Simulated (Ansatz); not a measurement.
# What a change does: single-point calculation on SnO

System: SnO (P6₃/mmc, 4 atoms in the cell).
Method of run 1: DFT, LDA, plane waves, PAW, no spin polarisation (Ansatz 0.2.0).

The structure was built on a prototype by a generator. The geometry comes from this level: r2SCAN. Text and figures count atoms from 1; the logs count them from 0 in places.

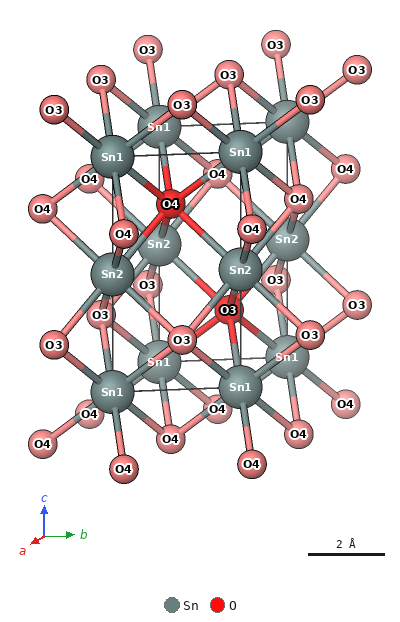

Fig. 1: The structure (ball-and-stick view of the cell of the calculation, seen slightly off an axis; neighbours outside the cell are drawn fainter; atoms are numbered from 1 in the order of the input).

## Input, run 1
```yaml
crystal:
  lattice:
    - [3.4232701772, 0.0, 0.0]
    - [-1.7116350886, 2.9646389374, 0.0]
    - [0.0, 0.0, 6.417955429]
  atoms:
    - { symbol: Sn, position: [0.0, 0.0, 0.0] }
    - { symbol: Sn, position: [0.0, 0.0, 0.5] }
    - { symbol: O, position: [0.3333333333, 0.6666666667, 0.25] }
    - { symbol: O, position: [0.6666666667, 0.3333333333, 0.75] }
kpoints:
  mp_grid: { grid: [6, 6, 2] }
hamiltonian:
  xc: lda
scf:
  occupations: { method: fermi_dirac, width: 0.02 }
output:
  optics:
    e_range: [0, 15]
    de: 0.1
    sigma: 0.15
    scissors: 0
    scheme: fermi_dirac
    drude_damping: 0.02
    bands: auto
```

Command:
```bash
ansatz run input.yaml --threads 4 --pin off --max-ram 3686MiB --backend cpu --events-out ev --progress --plain --runs-dir out
```

Hardware: 4 threads of Arm Neoverse V1, 24 GiB of memory available, shared host.

## Output, shortened to warnings, some set-up lines, iterations and results (run 1)
```
Basis set: ecut = 420 eV, 1305 PW (Γ)
Symmetry: 24 space group operations
k-points: 14 of 72
Initial density: superposition of atomic densities (neutral atoms: chi_scale 0, normalization atom), corrected by the library's trained network
[...]
SCF iter   1: F=—  HF=-12867.690361 eV  |F-HF|=—  |Δ(HF+E_count)|=         —  Δρ=2.07e-2  dr2=2.86e-1  ethr=1.77e-3  ⟨swp⟩=6.4  Hψ=1597  notcnv=0
SCF iter   2: F=—  HF=-12867.650852 eV  |F-HF|=—  |Δ(HF+E_count)|=   3.95e-2  Δρ=1.06e-2  dr2=8.48e-2  ethr=7.15e-4  ⟨swp⟩=2.0  Hψ=500  notcnv=0
SCF iter   3: F=—  HF=-12867.634148 eV  |F-HF|=—  |Δ(HF+E_count)|=   1.67e-2  Δρ=1.68e-3  dr2=2.55e-3  ethr=2.12e-4  ⟨swp⟩=2.0  Hψ=457  notcnv=0
SCF iter   4: F=—  HF=-12867.633621 eV  |F-HF|=—  |Δ(HF+E_count)|=   5.27e-4  Δρ=3.65e-4  dr2=5.15e-5  ethr=6.38e-6  ⟨swp⟩=2.0  Hψ=409  notcnv=0
SCF iter   5: F=—  HF=-12867.633614 eV  |F-HF|=—  |Δ(HF+E_count)|=   6.79e-6  Δρ=5.25e-5  dr2=1.23e-6  ethr=1.29e-7  ⟨swp⟩=2.0  Hψ=429  notcnv=0
SCF iter   6: F=—  HF=-12867.633614 eV  |F-HF|=—  |Δ(HF+E_count)|=   7.46e-8  Δρ=2.58e-5  dr2=3.50e-7  ethr=3.09e-9  ⟨swp⟩=2.0  Hψ=616  notcnv=0
SCF iter   7: F=—  HF=-12867.633614 eV  |F-HF|=—  |Δ(HF+E_count)|=   7.63e-8  Δρ=3.17e-6  dr2=7.41e-9  ethr=8.75e-10  ⟨swp⟩=2.9  Hψ=612  notcnv=0
SCF iter   8: F=—  HF=-12867.633614 eV  |F-HF|=—  |Δ(HF+E_count)|=   1.10e-9  Δρ=3.22e-7  dr2=6.95e-11  ethr=1.85e-11  ⟨swp⟩=2.0  Hψ=409  notcnv=0
SCF iter   9: F=-12867.633614 eV  HF=-12867.633614 eV  |F-HF|=7.28e-12  |Δ(HF+E_count)|=    0.00e0  Δρ=6.08e-8  dr2=3.39e-12  ethr=1.00e-12  ⟨swp⟩=3.5  Hψ=797  notcnv=0
SCF 1 converged in 9 iterations: F = -12867.633614 eV  dr2 = 3.39e-12
NSCF: frozen V_eff on 14 k-points
Optics k sum: 0 of 14 k-points
Optics k sum: 1 of 14 k-points
Optics k sum: 2 of 14 k-points
Optics k sum: 3 of 14 k-points
Optics k sum: 4 of 14 k-points
Optics k sum: 5 of 14 k-points
Optics k sum: 6 of 14 k-points
Optics k sum: 7 of 14 k-points
Optics k sum: 8 of 14 k-points
Optics k sum: 9 of 14 k-points
Optics k sum: 10 of 14 k-points
Optics k sum: 11 of 14 k-points
Optics k sum: 12 of 14 k-points
Optics k sum: 13 of 14 k-points
Optics k sum: 14 of 14 k-points
Optics k sum: 0 of 14 k-points
Optics k sum: 1 of 14 k-points
Optics k sum: 2 of 14 k-points
Optics k sum: 3 of 14 k-points
Optics k sum: 4 of 14 k-points
Optics k sum: 5 of 14 k-points
Optics k sum: 6 of 14 k-points
Optics k sum: 7 of 14 k-points
Optics k sum: 8 of 14 k-points
Optics k sum: 9 of 14 k-points
Optics k sum: 10 of 14 k-points
Optics k sum: 11 of 14 k-points
Optics k sum: 12 of 14 k-points
Optics k sum: 13 of 14 k-points
Optics k sum: 14 of 14 k-points
Optics k sum: 0 of 14 k-points
Optics k sum: 1 of 14 k-points
Optics k sum: 2 of 14 k-points
Optics k sum: 3 of 14 k-points
Optics k sum: 4 of 14 k-points
Optics k sum: 5 of 14 k-points
Optics k sum: 6 of 14 k-points
Optics k sum: 7 of 14 k-points
Optics k sum: 8 of 14 k-points
Optics k sum: 9 of 14 k-points
Optics k sum: 10 of 14 k-points
Optics k sum: 11 of 14 k-points
Optics k sum: 12 of 14 k-points
Optics k sum: 13 of 14 k-points
Optics k sum: 14 of 14 k-points
Optics k sum: 0 of 14 k-points
Optics k sum: 1 of 14 k-points
Optics k sum: 2 of 14 k-points
Optics k sum: 3 of 14 k-points
Optics k sum: 4 of 14 k-points
Optics k sum: 5 of 14 k-points
Optics k sum: 6 of 14 k-points
Optics k sum: 7 of 14 k-points
Optics k sum: 8 of 14 k-points
Optics k sum: 9 of 14 k-points
Optics k sum: 10 of 14 k-points
Optics k sum: 11 of 14 k-points
Optics k sum: 12 of 14 k-points
Optics k sum: 13 of 14 k-points
Optics k sum: 14 of 14 k-points
[...]
```

For run 2 the input was changed thus:
```diff
-  xc: lda
+  xc: r2scan
-    e_range: [0, 15]
+    e_range: [0, 20]
-    sigma: 0.15
+    sigma: 0.25
```

What does this change do to the results?

The total energies belong to different methods, so their difference says nothing on which is more stable or more accurate. The functional changes from LDA to r2SCAN. The SCF takes 10 iterations against 9. The default cutoff goes from 420 to 500 eV with the change. The plane waves at Γ go from 1305 to 1655.

## Output, shortened to warnings, some set-up lines, iterations and results (run 2)
```
Basis set: ecut = 500 eV, 1655 PW (Γ), exchange–correlation on 100×100×192 points (64 copies of the dense FFT grid, shifted against one another)
Symmetry: 24 space group operations
k-points: 14 of 72
Initial density: superposition of atomic densities (neutral atoms: chi_scale 0, normalization atom), corrected by the library's trained network
[...]
SCF iter   1: F=—  HF=-13211.861399 eV  |F-HF|=—  |Δ(HF+E_count)|=         —  Δρ=7.12e-3  dr2=3.67e-2  dr2_τ=5.41e-2  ethr=1.77e-3  ⟨swp⟩=6.4  Hψ=1590  notcnv=0
SCF iter   2: F=—  HF=-13211.917117 eV  |F-HF|=—  |Δ(HF+E_count)|=   5.57e-2  Δρ=3.83e-3  dr2=6.55e-3  dr2_τ=7.43e-4  ethr=9.18e-5  ⟨swp⟩=3.1  Hψ=786  notcnv=0
SCF iter   3: F=—  HF=-13211.916261 eV  |F-HF|=—  |Δ(HF+E_count)|=   8.57e-4  Δρ=1.16e-3  dr2=5.89e-4  dr2_τ=4.49e-5  ethr=1.64e-5  ⟨swp⟩=2.0  Hψ=407  notcnv=0
SCF iter   4: F=—  HF=-13211.916310 eV  |F-HF|=—  |Δ(HF+E_count)|=   4.90e-5  Δρ=1.89e-4  dr2=1.25e-5  dr2_τ=1.58e-6  ethr=1.47e-6  ⟨swp⟩=2.6  Hψ=548  notcnv=0
SCF iter   5: F=—  HF=-13211.916328 eV  |F-HF|=—  |Δ(HF+E_count)|=   1.83e-5  Δρ=7.85e-5  dr2=2.89e-6  dr2_τ=2.69e-7  ethr=3.14e-8  ⟨swp⟩=2.2  Hψ=578  notcnv=0
SCF iter   6: F=—  HF=-13211.916331 eV  |F-HF|=—  |Δ(HF+E_count)|=   3.41e-6  Δρ=3.87e-5  dr2=9.99e-7  dr2_τ=7.73e-8  ethr=7.22e-9  ⟨swp⟩=3.0  Hψ=620  notcnv=0
SCF iter   7: F=—  HF=-13211.916331 eV  |F-HF|=—  |Δ(HF+E_count)|=   1.78e-7  Δρ=4.98e-6  dr2=2.00e-8  dr2_τ=5.23e-9  ethr=2.50e-9  ⟨swp⟩=2.0  Hψ=434  notcnv=0
SCF iter   8: F=—  HF=-13211.916331 eV  |F-HF|=—  |Δ(HF+E_count)|=   4.95e-9  Δρ=3.68e-6  dr2=1.08e-8  dr2_τ=3.18e-10  ethr=5.01e-11  ⟨swp⟩=2.0  Hψ=382  notcnv=0
SCF iter   9: F=—  HF=-13211.916331 eV  |F-HF|=—  |Δ(HF+E_count)|=   1.09e-9  Δρ=1.19e-6  dr2=1.03e-9  dr2_τ=3.25e-11  ethr=2.70e-11  ⟨swp⟩=2.0  Hψ=382  notcnv=0
SCF iter  10: F=-13211.916331 eV  HF=-13211.916331 eV  |F-HF|=3.64e-12  |Δ(HF+E_count)|=  1.20e-10  Δρ=4.42e-8  dr2=1.15e-12  dr2_τ=8.09e-14  ethr=1.00e-12  ⟨swp⟩=2.7  Hψ=965 …
SCF 1 converged in 10 iterations: F = -13211.916331 eV  dr2 = 1.15e-12
NSCF: frozen V_eff on 14 k-points
Optics k sum: 0 of 14 k-points
Optics k sum: 1 of 14 k-points
Optics k sum: 2 of 14 k-points
Optics k sum: 3 of 14 k-points
Optics k sum: 4 of 14 k-points
Optics k sum: 5 of 14 k-points
Optics k sum: 6 of 14 k-points
Optics k sum: 7 of 14 k-points
Optics k sum: 8 of 14 k-points
Optics k sum: 9 of 14 k-points
Optics k sum: 10 of 14 k-points
Optics k sum: 11 of 14 k-points
Optics k sum: 12 of 14 k-points
Optics k sum: 13 of 14 k-points
Optics k sum: 14 of 14 k-points
Optics k sum: 0 of 14 k-points
Optics k sum: 1 of 14 k-points
Optics k sum: 2 of 14 k-points
Optics k sum: 3 of 14 k-points
Optics k sum: 4 of 14 k-points
Optics k sum: 5 of 14 k-points
Optics k sum: 6 of 14 k-points
Optics k sum: 7 of 14 k-points
Optics k sum: 8 of 14 k-points
Optics k sum: 9 of 14 k-points
Optics k sum: 10 of 14 k-points
Optics k sum: 11 of 14 k-points
Optics k sum: 12 of 14 k-points
Optics k sum: 13 of 14 k-points
Optics k sum: 14 of 14 k-points
Optics k sum: 0 of 14 k-points
Optics k sum: 1 of 14 k-points
Optics k sum: 2 of 14 k-points
Optics k sum: 3 of 14 k-points
Optics k sum: 4 of 14 k-points
Optics k sum: 5 of 14 k-points
Optics k sum: 6 of 14 k-points
Optics k sum: 7 of 14 k-points
Optics k sum: 8 of 14 k-points
Optics k sum: 9 of 14 k-points
Optics k sum: 10 of 14 k-points
Optics k sum: 11 of 14 k-points
Optics k sum: 12 of 14 k-points
Optics k sum: 13 of 14 k-points
Optics k sum: 14 of 14 k-points
Optics k sum: 0 of 14 k-points
Optics k sum: 1 of 14 k-points
Optics k sum: 2 of 14 k-points
Optics k sum: 3 of 14 k-points
Optics k sum: 4 of 14 k-points
Optics k sum: 5 of 14 k-points
Optics k sum: 6 of 14 k-points
Optics k sum: 7 of 14 k-points
Optics k sum: 8 of 14 k-points
Optics k sum: 9 of 14 k-points
Optics k sum: 10 of 14 k-points
Optics k sum: 11 of 14 k-points
Optics k sum: 12 of 14 k-points
Optics k sum: 13 of 14 k-points
Optics k sum: 14 of 14 k-points
[...]
```

## The two runs side by side

| quantity | run 1 | run 2 |
| --- | --- | --- |
| outcome | converged | converged |
| free energy per atom (eV) | −3216.9084 | −3302.9791 |
| gap on the mesh (eV) | 0.00 | 0.00 |
| SCF iterations | 9 | 10 |
| irreducible k-points | 14 | 14 |
| plane waves at Γ | 1305 | 1655 |
| wall time (shared host) | 46 s | 53 s |

For both runs: Warnings: the optical spectrum is taken on partly filled bands. The k-point mesh is coarse for a cell of this size, so the results may not be converged.
